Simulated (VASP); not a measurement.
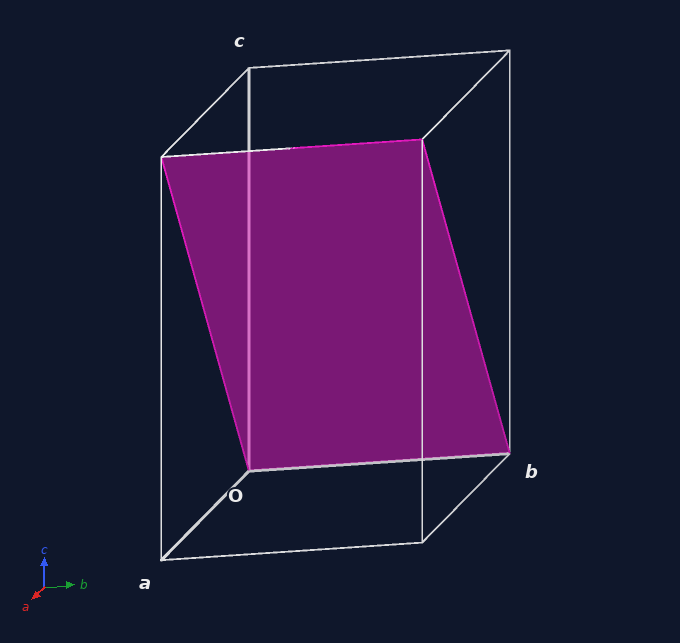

For GaN, an entry of the Crystallography Open Database, as set up for an electronic-structure calculation: every member of one family of equally spaced planes, hx + ky + lz = a whole number, that cuts the unit cell is shaded (one member passes through the origin O). Symmetry computed with spglib at a tolerance of 0.002 Å; standard conventional cell.

a = 3.180 Å, b = 3.180 Å, c = 5.166 Å, α = 90.00°, β = 90.00°, γ = 120.00°.

**Which (hkl) family is drawn?**

(1 0 −1), in four indices (1 0 −1 −1); the opposite sign names the same planes. The member next to the origin meets the axes a at 1, b never, c at −1.

**What is the spacing?**

d = 2.430 Å.
